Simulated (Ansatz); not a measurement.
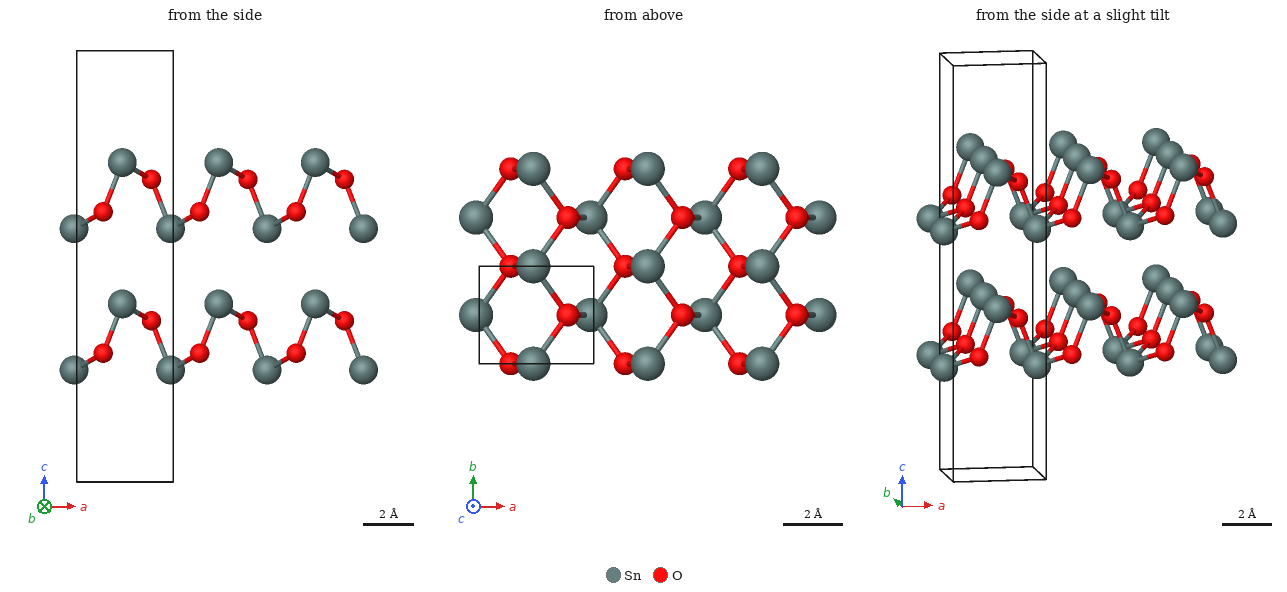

A ball-and-stick picture of a periodic slab, seen from the side, from above and from the side at a slight tilt. The surface normal points up in side views; the box is the simulation cell. 3×2 cells are drawn in the plane, with atoms at the edges repeated.

The cell holds 4 Sn, 4 O.

Question: Are the two faces alike, and what ends them?

Answer: The top face ends in Sn, the bottom face in Sn. The two faces are alike.

Question: How far does the slab extend along the normal?

Answer: About 8 Å from the lowest to the highest atom, with about 9 Å of vacuum to the next image.

Question: Give the sequence of planes from the top.

Answer: Eight planes: Sn / O / O / Sn / Sn / O / O / Sn.

Provenance: a structure listed in the Materials Project. The cell was then strained or its atoms displaced on purpose. It went into a calculation with Ansatz.
